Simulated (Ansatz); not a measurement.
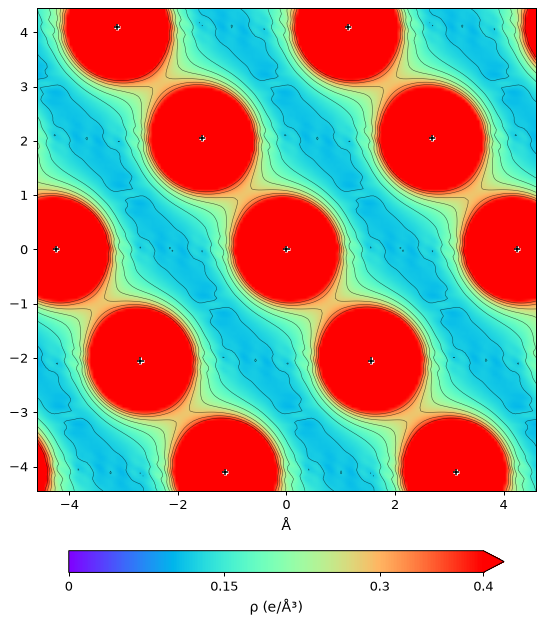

The valence charge density (pseudo) on a plane through atoms (crosses mark nuclei in the plane).

Theory: DFT r2SCAN, scalar-relativistic, plane waves, PAW (Ansatz 0.2.0).

Candidates:
A. ZnCu, a = 5.84 Å, b = 5.84 Å, c = 5.86 Å, α = 90.00°, β = 90.00°, γ = 90.00°. Space group I4₁/amd; a structure from a database of computed crystals, not necessarily the ambient phase; computed without spin polarisation.
B. Zn, a = 4.25 Å, b = 4.25 Å, c = 4.25 Å, α = 105.40°, β = 111.54°, γ = 111.54°. Space group I4/mmm; a structure from a database of computed crystals, not necessarily the ambient phase.

Which system is this?

Candidate B: Zn on the (011̄) plane of the calculation cell, which holds Zn. Zn–Zn (2.57 Å): ρ at the midpoint is about 0.29 e/Å³.
